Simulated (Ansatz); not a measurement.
**Run report: Cr₂O₃, band-structure calculation**

The run: band-structure calculation of Cr₂O₃ (R-3c, 10 atoms in the cell). Method and program: DFT PBEsol, scalar-relativistic, plane waves, PAW, spin-polarised (Ansatz 0.2.0).

The structure derives from an entry of the Crystallography Open Database. Figures and captions count atoms from 1; the log counts them from 0 in places.

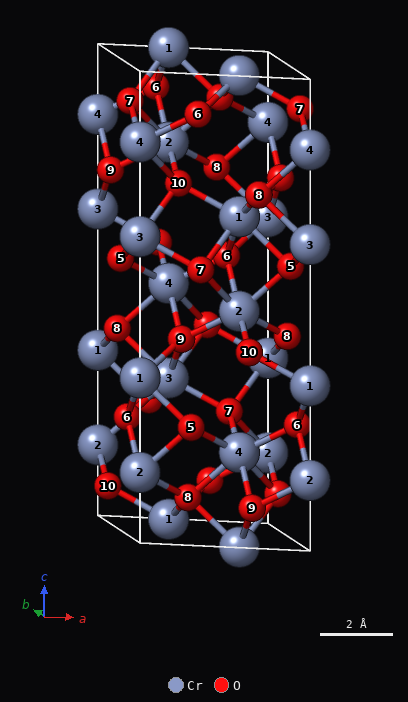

Fig. 1: The structure (ball-and-stick view of the cell 3 times as large as that of the calculation, set on its symmetry axes, seen slightly off an axis; atoms are numbered from 1 in the order of the input). An atom can appear more than once, as a periodic image.

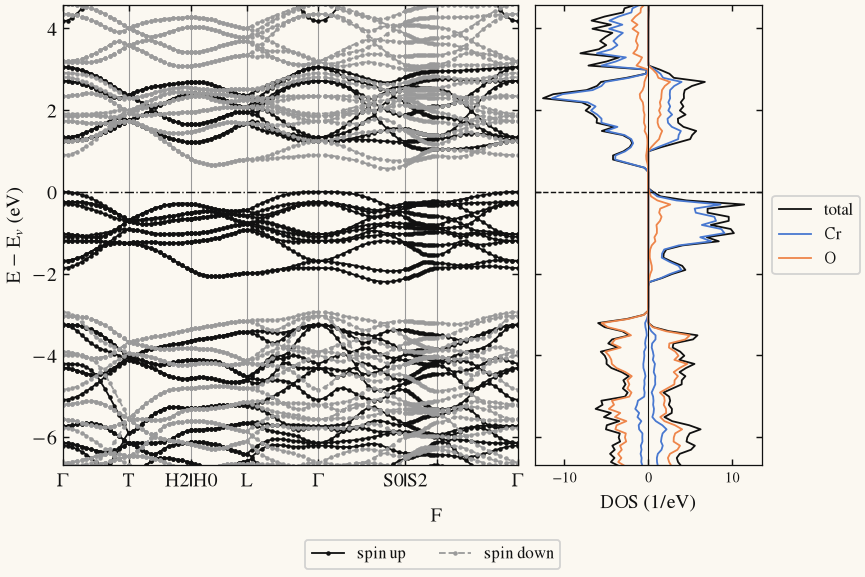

Fig. 2: Band structure along Γ–T–H2|H0–L–Γ–S0|S2–F–Γ and density of states (projected on Löwdin-orthogonalised atomic shells), with energies from the valence-band top. There is a gap of 0.57 eV on this path, indirect, from Γ to between Γ and S0.

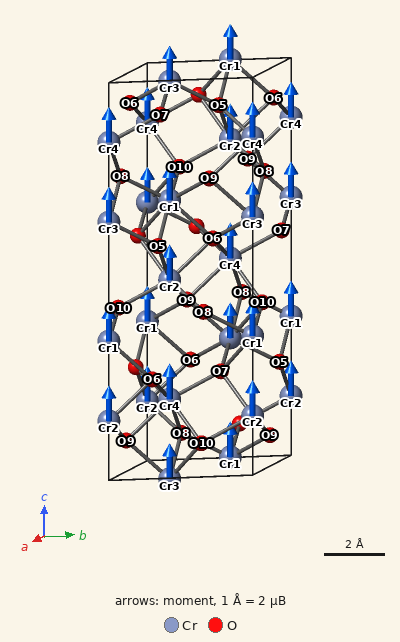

Fig. 3: Magnetic moments of the sites as blue arrows (ball-and-stick view of the cell 3 times as large as that of the calculation, set on its symmetry axes, seen slightly off an axis; atoms are numbered from 1 in the order of the input); small moments hardly show. The run is collinear, so the axis drawn is arbitrary. Site moments: all 4 Cr atoms (2.40 μB). They are counted near the atoms and needn't add up to the moment of the cell.

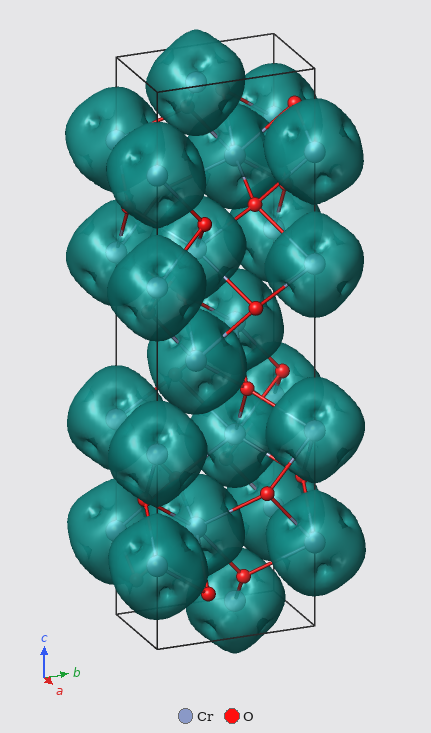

Fig. 4: Isosurface of the magnetisation density (up minus down) at +0.06 e/Å³ (teal), seen slightly off an axis. Sticks mark near contacts. The outline is the cell set on symmetry axes. The cell of the calculation (10 atoms) carries 12.0 μB net. The fields are those of the smooth PAW valence density.

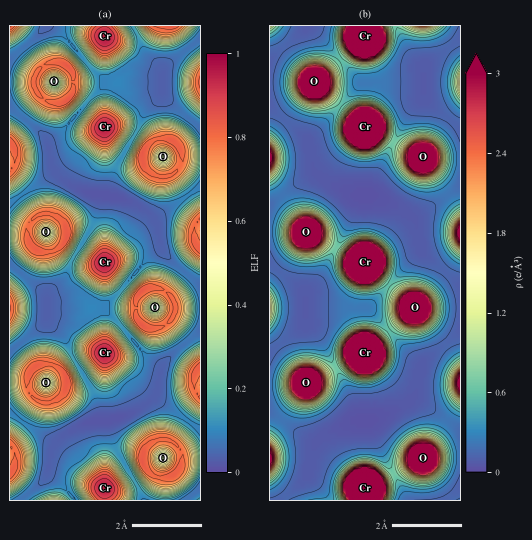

Fig. 5: (a) electron localisation function; (b) valence charge density (pseudo) on the (010) plane of the conventional cell. Atoms in the plane: Cr and O. Cr–O (1.96 Å): the density is about 0.66 e/Å³ at the midpoint; the ELF is about 0.20 at the midpoint. Cr–O (2.01 Å): the density is about 0.58 e/Å³ at the midpoint; the ELF is about 0.20 at the midpoint. Away from the nuclei the density in this plane falls to 0.03 e/Å³ at its lowest. The strong features right at Cr lie inside the PAW spheres (semicore, d or f shells) and say nothing about bonding.

The input and output of the run follow.

**Input**
```yaml
crystal:
  lattice:
    - [2.4862178977, 1.4354185725, 4.4723821141]
    - [-2.4862178977, 1.4354185725, 4.4723821141]
    - [0.0, -2.870837145, 4.4723821141]
  atoms:
    - { symbol: Cr, position: [0.3503204332, 0.3503204332, 0.3503204332], spin: 2.64 }
    - { symbol: Cr, position: [0.1496795668, 0.1496795668, 0.1496795668], spin: 2.64 }
    - { symbol: Cr, position: [0.6496795668, 0.6496795668, 0.6496795668], spin: 2.64 }
    - { symbol: Cr, position: [0.8503204332, 0.8503204332, 0.8503204332], spin: 2.64 }
    - { symbol: O, position: [0.5512639374, 0.9487360626, 0.25] }
    - { symbol: O, position: [0.25, 0.5512639374, 0.9487360626] }
    - { symbol: O, position: [0.9487360626, 0.25, 0.5512639374] }
    - { symbol: O, position: [0.4487360626, 0.0512639374, 0.75] }
    - { symbol: O, position: [0.75, 0.4487360626, 0.0512639374] }
    - { symbol: O, position: [0.0512639374, 0.75, 0.4487360626] }
basis:
  ecutwfc: 420
kpoints:
  mp_grid: { grid: [12, 12, 12] }
  band_path:
    path:
      - [[0.0, 0.0, 0.0], [0.5, 0.5, 0.5], [0.76466001, 0.23533999, 0.5]]
      - [[0.5, -0.23533999, 0.23533999], [0.5, 0.0, 0.0], [0.0, 0.0, 0.0], [0.36766999, -0.36766999, 0.0]]
      - [[0.63233001, 0.0, 0.36766999], [0.5, 0.0, 0.5], [0.0, 0.0, 0.0]]
    npoints: 14
hamiltonian:
  xc: pbesol
scf:
  occupations: { method: gaussian, width: 0.02 }
  n_extra_bands: 25
output:
  forces: true
  stress: true
  eigenvalues: true
  populations: true
  dos: { projected: true, de: 0.02, nscf_kmesh: { grid: [18, 18, 18] } }
  bader: true
  write_density: true
  write_potential: true
  elf: true
  volumetric_format: npy
magnetization:
  spin_polarized: true
checkpoint:
  read: start.run
  write: ck
  compress: false
  write_wavefunctions: false
  write_every: 100000
```

Launched with:
```bash
ansatz run input.yaml --threads 2 --pin off --max-ram 5120MiB --backend cpu --events-out ev --progress --plain --runs-dir out
```

**Log**
```
Warning: checkpoint.read: spin seed differs: saved 1ece6f0dae86…, current a27a9f58a046…; the loaded state replaces the seed-built initial guess (but the starting_ns of a DFT+U solve that opens without the state's occupation matrices), so the run may converge into the producing seed's basin, or, where the symmetry group that follows from this deck's starting moments and starting_ns does not hold the saved magnetisation, lose that magnetisation at its first build. Where atoms have moved since the state was saved, this difference can also decide whether moments are moved with them. A self-consistent run of this deck without the state starts from its starting moments and, under a DFT+U term, its starting_ns
scf.n_extra_bands = 25 over 46 filled bands (N_el = 92.0): the run solves 71 bands
Engine: ansatz 0.2.0, x86_64-unknown-linux-gnu
Pseudopotentials: kind: paw
Pseudopotential: Cr, paw, valence charge 14, recommended cutoff 420 eV (normal), Cr.paw.azcp
Pseudopotential: O, paw, valence charge 6, recommended cutoff 420 eV (normal), O.paw.azcp
Functional definition: PBEsol
  exchange = pbesol_x
  correlation = pbesol_c
Crystal: 10 atoms, lattice volume = 95.765 Å³
Basis set: ecut = 420 eV, 1887 PW (Γ), exchange–correlation on 72×72×72 points (8 copies of the dense FFT grid, shifted against one another)
Bands: 71, of which v1, the nominal top of the filled ones, is band 46 counted from 1 (45 counted from 0)
Symmetry: 12 space group operations
Space group: R-3c (ITA 167), of the structure as read, at distance tolerance 4.6e-5 Å
Magnetic group: BNS 167.103 (UNI 1333), of the structure as read, at distance tolerance 4.6e-5 Å
k-points: 189 of 1728
Non-local potential: Cr, projectors of the file, l = 0: 3, l = 1: 2, l = 2: 3, l = 3: 1
Non-local potential: O, projectors of the file, l = 0: 2, l = 1: 2, l = 2: 1
PAW form: soft (Blöchl's): semilocal exchange-correlation on the pseudo side does not see the compensation charge
PAW frozen core: Cr, regenerated for the run's functional, and the local potential with it (the file was generated under x = pbe(κ = 0.804, μ = 0.2195149727645171), c = pbe(β = 0.06672455060314922))
PAW frozen core: O, regenerated for the run's functional, and the local potential with it (the file was generated under x = pbe(κ = 0.804, μ = 0.2195149727645171), c = pbe(β = 0.06672455060314922))
PAW one-centre angular grid: Cr, 590 points (default); XC on 64 Gauss nodes
PAW one-centre angular grid: O, 110 points (default); XC on 64 Gauss nodes
Initial density: read from a saved state, or passed on in memory by an earlier SCF of this step, an earlier step, the calling program or the single point that the run made first
Starting moments: Σ|m| = 10.56 μB on 4 of 10 sites; this step starts from the density that it was given
Initial wavefunctions: pseudopotential atomic-orbital guess
Functional: x = pbesol(κ = 0.804, μ = 0.12345679012345678), c = pbesol(β = 0.046)
iter 1 solved again at ethr=3.70e-8 eV; its pass at ethr=3.10e-3 eV (dr2=3.40e-5 eV) is discarded
SCF iter   1: F=—  HF=-16765.958179 eV  |F-HF|=—  |Δ(HF+E_count)|=         —  Δρ=2.70e-7 (↑2.70e-7 ↓2.64e-7)  dr2=5.87e-11  dr2_m=3.53e-11  M=12.000 μB ∫|m|=12.196 μB  β_m=0.30  ethr=3.70e-8  ⟨swp⟩=3.6  Hψ=168477  notcnv=0  defer=1
eigensolver tolerance schedule: the retry pair's looser diagonalisation over-reported the residual by 579445.80 of it (diagonalisation noise at an unbounded share of the residual, at the tolerance the schedule requests for it); recorded, not acted on — ethr = c·dr2/N_el stays at c = 1.0e-1
preconditioner: auto → Resta (q_TF=auto, 2.710 Å⁻¹)  ε∞=5.6  [insulator: Δε(μ)=0.578 eV  Ē_g=13.681 eV  σ=0.020 eV  W_gap=1.00  n_scr=26 (ndim 8)  ℏωp=29.4 eV  f_vac=0.019  D(μ)=0.00/eV (n_scr^D=0)  ε∞_Penn≈5.6]
spin=Collinear: Resta preconditioning applied to the charge; magnetization (m = ρ↑ − ρ↓) channel mixes plain (no charge-response kernel on spin).
SCF iter   2: F=-16765.958179 eV  HF=-16765.958179 eV  |F-HF|=1.46e-11  |Δ(HF+E_count)|=   7.39e-8  Δρ=1.34e-7 (↑8.63e-8 ↓1.34e-7)  dr2=2.54e-11  dr2_m=3.35e-12  M=12.000 μB ∫|m|=12.196 μB  ethr=1.00e-12  ⟨swp⟩=9.3  Hψ=126868  notcnv=0
SCF 1 converged in 2 iterations: F = -16765.958179 eV  dr2 = 2.54e-11
  greatest PAW one-centre occupation: 1.000 electrons in one spin orbital (limit 2), on the Cr atom at site 3 (counted from 0), in its partial waves of l = 0
WARN: this result may not be the lowest state: it starts from a saved state, and a run that led to that state saw a lower one. See that run's warnings
NSCF: frozen V_eff on 101 k-points
NSCF: frozen V_eff on 580 k-points
SCF converged after 2 iterations
Magnetization: 12.0000 μB (52.0000 up, 40.0000 down)
Absolute magnetization: 12.2019 μB (∫|ρ↑−ρ↓|, with the PAW one-centre terms)
Spin contamination: 0.0801 ħ² per cell (⟨S²⟩ above its minimum at these occupations)
Per-site moments (μB) at R_I (Å): [(2.401369485321101, 0.8072136601960518), (2.4013694853210996, 0.8072136601960518), (2.4013694853211005, 0.8072136601960518), (2.4013694853210996, 0.8072136601960519), (0.005918345794925989, 0.8072136601960518), (0.005918345794926662, 0.8072136601960519), (0.005918345794926363, 0.8072136601960519), (0.00591834579492593, 0.8072136601960518), (0.005918345794925839, 0.8072136601960518), (0.005918345794926088, 0.8072136601960519)]
Free energy (F): -16765.958179 eV
Harris-Foulkes:  -16765.958179 eV  (|F-HF|=1.46e-11)
Internal energy: -16765.958179 eV  (E = F + TS)
E sigma→0 (E₀):  -16765.958179 eV
Fermi energy:    13.313820 eV
--- Per-component energies (eV) ---
  E_band       = -848.057311
  E_kinetic    = 2412.689924
  E_local      = -7820.725963  (includes V_loc(G=0)·N_el)
  E_nonlocal   = 621.271358
  E_hartree    = 3187.184247
  E_xc         = -986.782788
  E_vxc        = -1265.068001  (∫ρ·V_xc dr)
  E_paw        = -5587.355584  (= ΣΔE_a)
  E_vpaw       = -1170.609460  (= ΣTr[D̂ρ^β])
  E_aug_tail   = 0.016416  (compensation charges beyond the density's cutoff)
  E_ewald      = -8593.107515
  E_core_change = 0.851725  (= ΣΔE_core)
  E_smearing   = -0.000000  (= −TS)
  E_closure    = 0.000000  (closes the sum)
  Σ components = -16765.958179   (vs F -16765.958179, Δ=0.00e0)
--- Forces (eV/Å), atoms counted from 1 ---
  atom   1  Cr     0.00000000     0.00000000    -0.00003613
  atom   2  Cr    -0.00000000     0.00000000     0.00003613
  atom   3  Cr     0.00000000     0.00000000     0.00003613
  atom   4  Cr    -0.00000000    -0.00000000    -0.00003613
  atom   5  O      0.00004744     0.00000000     0.00000000
  atom   6  O     -0.00002372     0.00004108     0.00000000
  atom   7  O     -0.00002372    -0.00004108    -0.00000000
  atom   8  O     -0.00004744     0.00000000     0.00000000
  atom   9  O      0.00002372    -0.00004108    -0.00000000
  atom  10  O      0.00002372     0.00004108     0.00000000
  max |Σ_I F_I| component: 5.20e-18 eV/Å
--- Stress (GPa, compression-positive) ---
        0.003553      -0.000000      -0.000000
       -0.000000       0.003553      -0.000000
        0.000000      -0.000000      -0.010790
  P = ⅓ Tr σ = -0.0012 GPa (-0.012 kbar)
--- Band table (eV; the first three rows and the last of 378) ---
  k-point 0 ↑: bands = ["-60.0759", "-60.0535", "-60.0532", "-60.0349", "-31.6477", "-31.6090", "-31.6090", "-31.5995", "-31.5836", "-31.5836", "-31.4983", "-31.4983", "-31.4874", "-31.4874", "-31.4518", "-31.4451", "-7.6998", "-6.0475", "-6.0475", "-5.9113", "-5.8590", "-5.8590", "4.8349", "5.7353", "5.7353", "5.8717", "5.9159", "5.9159", "6.8131", "6.8817", "6.8817", "7.2904", "7.2904", "7.9339", "8.7138", "8.7138", "8.8190", "9.7718", "9.7718", "9.7805", "11.1598", "11.3357", "11.3357", "11.8280", "11.8280", "11.9195", "11.9859", "11.9859", "12.7367", "12.7781", "12.7781", "13.0256", "14.2767", "14.2767", "14.3535", "14.3535", "15.7364", "15.7364", "16.0746", "16.0746", "17.1955", "20.6135", "22.8981", "24.4875", "24.4875", "24.8964", "24.8964", "24.9612", "25.6177", "25.6177", "25.8671"]
  k-point 1 ↑: bands = ["-60.0755", "-60.0541", "-60.0527", "-60.0352", "-31.6476", "-31.6090", "-31.6078", "-31.6001", "-31.5847", "-31.5817", "-31.4985", "-31.4975", "-31.4902", "-31.4869", "-31.4519", "-31.4449", "-7.6692", "-6.0515", "-6.0460", "-5.9344", "-5.8667", "-5.8655", "4.8624", "5.7264", "5.7475", "5.7845", "5.8922", "6.0034", "6.7979", "6.8930", "6.9439", "7.2338", "7.3083", "8.0680", "8.5593", "8.7106", "8.9348", "9.6305", "9.7408", "9.7435", "11.1641", "11.2992", "11.3975", "11.8168", "11.8386", "11.9486", "11.9958", "12.0163", "12.7294", "12.7492", "12.7618", "13.0203", "14.2705", "14.2832", "14.3802", "14.4177", "15.7161", "15.7197", "16.0286", "16.0351", "17.3285", "20.7464", "22.8043", "24.1826", "24.1973", "24.7666", "25.2340", "25.2512", "25.3933", "25.4232", "26.2537"]
  k-point 2 ↑: bands = ["-60.0743", "-60.0552", "-60.0518", "-60.0362", "-31.6467", "-31.6090", "-31.6047", "-31.6020", "-31.5876", "-31.5760", "-31.4991", "-31.4985", "-31.4950", "-31.4858", "-31.4523", "-31.4445", "-7.5793", "-6.0721", "-6.0417", "-5.9988", "-5.8838", "-5.8832", "4.9318", "5.6674", "5.7763", "5.7946", "5.8139", "6.0624", "6.7877", "6.9279", "7.0701", "7.2074", "7.3291", "8.3032", "8.3521", "8.7457", "9.0191", "9.2878", "9.6301", "9.6524", "11.1579", "11.2184", "11.5498", "11.8044", "11.8845", "11.9984", "12.0504", "12.0912", "12.6650", "12.6759", "12.7402", "12.9968", "14.3010", "14.3368", "14.4227", "14.5586", "15.6489", "15.6630", "15.9121", "15.9139", "17.7097", "21.1136", "22.5236", "23.6365", "23.8993", "24.7843", "24.8711", "25.1483", "25.5210", "25.8782", "26.7205"]
  k-point 188 ↓: bands = ["-57.0793", "-57.0793", "-57.0516", "-57.0516", "-28.6909", "-28.6909", "-28.6852", "-28.6852", "-28.6852", "-28.6852", "-28.5558", "-28.5558", "-28.5558", "-28.5558", "-28.5218", "-28.5218", "-6.7520", "-6.7520", "-5.8659", "-5.8659", "-5.8659", "-5.8659", "6.3362", "6.3362", "6.5631", "6.5631", "6.5631", "6.5631", "7.4704", "7.4704", "7.4704", "7.4704", "7.4885", "7.4885", "9.0701", "9.0701", "9.3477", "9.3477", "9.3477", "9.3477", "14.7549", "14.7549", "14.7549", "14.7549", "14.9645", "14.9645", "14.9645", "14.9645", "15.0238", "15.0238", "15.3206", "15.3206", "16.6124", "16.6124", "16.6124", "16.6124", "17.0340", "17.0340", "17.0340", "17.0340", "20.2261", "20.2261", "25.1268", "25.1268", "25.1268", "25.1268", "25.3411", "25.3411", "27.7053", "27.7053", "27.9074"]
--- Löwdin populations: 10 sites ---
  site symbol       q [e]    m [muB]
     0     Cr     12.8269     2.9241
     1     Cr     12.8269     2.9241
     2     Cr     12.8269     2.9241
     3     Cr     12.8269     2.9241
     4      O      6.7094     0.0241
     5      O      6.7094     0.0241
     6      O      6.7094     0.0241
     7      O      6.7094     0.0241
     8      O      6.7094     0.0241
     9      O      6.7094     0.0241
  spilling = 0.004738 (of n_electrons = 92.000000)
--- Bader charges: 10 sites ---
  site symbol  charge [e]  shift [e]    m [muB]
     0     Cr      1.7274     0.0014     2.8274
     1     Cr      1.7274     0.0014     2.8274
     2     Cr      1.7274     0.0014     2.8274
     3     Cr      1.7274     0.0014     2.8274
     4      O     -1.1516     0.0010     0.1151
     5      O     -1.1516     0.0010     0.1151
     6      O     -1.1516     0.0010     0.1151
     7      O     -1.1516     0.0010     0.1151
     8      O     -1.1516     0.0010     0.1151
     9      O     -1.1516     0.0010     0.1151
  estimated error of the sums over rays = 4.5e-4 e
```

**File bader_charges.tsv**
```
# site	symbol	x_ang	y_ang	z_ang	partial_charge_e	electrons	volume_ang3	relative_density_drop	shared_charge_e	partial_wave_shift_e	spin_moment_mub
# quadrature_error_electrons = 4.5e-4
0	Cr	0.0000	0.0000	4.7003	1.72742	22.27258	7.92	-	1.72742	0.00143	2.82736
1	Cr	0.0000	0.0000	2.0083	1.72741	22.27259	7.92	-	1.72741	0.00143	2.82736
2	Cr	0.0000	0.0000	8.7168	1.72742	22.27258	7.92	-	1.72742	0.00143	2.82736
3	Cr	0.0000	0.0000	11.4089	1.72740	22.27260	7.92	-	1.72740	0.00143	2.82736
4	O	-0.9882	1.4354	7.8267	-1.15160	9.15160	10.68	-	-1.15160	0.00095	0.11509
5	O	-0.7490	-1.5735	7.8267	-1.15160	9.15160	10.68	-	-1.15160	0.00095	0.11509
6	O	1.7372	0.1381	7.8267	-1.15161	9.15161	10.68	-	-1.15161	0.00095	0.11509
7	O	0.9882	-1.4354	5.5905	-1.15162	9.15162	10.68	-	-1.15162	0.00095	0.11510
8	O	0.7490	1.5735	5.5905	-1.15161	9.15161	10.68	-	-1.15161	0.00095	0.11509
9	O	-1.7372	-0.1381	5.5905	-1.15162	9.15162	10.68	-	-1.15162	0.00095	0.11509
```

**File populations.tsv**
```
# site	symbol	l	j	q_up	q_dn
# orbitals = lowdin
# n_electrons = 92.000000
# spilling = 0.004738
0	Cr	0_3S	-	0.995538	0.995402
0	Cr	0_4S	-	0.217928	0.175517
0	Cr	1_3P	-	2.995340	2.995150
0	Cr	2_3D	-	3.666704	0.785321
1	Cr	0_3S	-	0.995538	0.995402
1	Cr	0_4S	-	0.217928	0.175517
1	Cr	1_3P	-	2.995340	2.995150
1	Cr	2_3D	-	3.666704	0.785321
2	Cr	0_3S	-	0.995538	0.995402
2	Cr	0_4S	-	0.217928	0.175517
2	Cr	1_3P	-	2.995340	2.995150
2	Cr	2_3D	-	3.666704	0.785321
3	Cr	0_3S	-	0.995538	0.995402
3	Cr	0_4S	-	0.217928	0.175517
3	Cr	1_3P	-	2.995340	2.995150
3	Cr	2_3D	-	3.666704	0.785321
4	O	0_2S	-	0.873293	0.866796
4	O	1_2P	-	2.493458	2.475876
5	O	0_2S	-	0.873293	0.866796
5	O	1_2P	-	2.493458	2.475876
6	O	0_2S	-	0.873293	0.866796
6	O	1_2P	-	2.493458	2.475876
7	O	0_2S	-	0.873293	0.866796
7	O	1_2P	-	2.493458	2.475876
8	O	0_2S	-	0.873293	0.866796
8	O	1_2P	-	2.493458	2.475876
9	O	0_2S	-	0.873293	0.866796
9	O	1_2P	-	2.493458	2.475876
```

**Summary**

```json
{"quantity": "outcome", "value": "converged"}
{"quantity": "space group (tolerance 0.01 Å)", "value": "R-3c (167)"}
{"quantity": "electrons treated", "value": "92"}
{"quantity": "free energy", "value": "−16765.9582 eV"}
{"quantity": "Fermi energy", "value": "13.314 eV"}
{"quantity": "gap on the k-point mesh", "value": "0.58 eV"}
{"quantity": "gap on the band path", "value": "0.57 eV"}
{"quantity": "net moment of the cell", "value": "12.00 μB"}
{"quantity": "integrated absolute moment", "value": "12.20 μB"}
{"quantity": "pressure", "value": "0.00 GPa"}
{"quantity": "largest force (length of the vector)", "value": "under 0.001 eV/Å"}
{"quantity": "hardware", "value": "2 threads of Intel Xeon (Granite Rapids), 192 GiB of memory available, shared host"}
{"quantity": "wall time", "value": "2.8 min (CPU time 5.5 min)"}
{"quantity": "peak memory", "value": "3.1 GiB"}
```

**Notes**

The program warns: the state was not tested for a lower one. Semilocal DFT without U tends to delocalise the d electrons of such compounds and to underestimate the gap. A lower state was found for this cell.
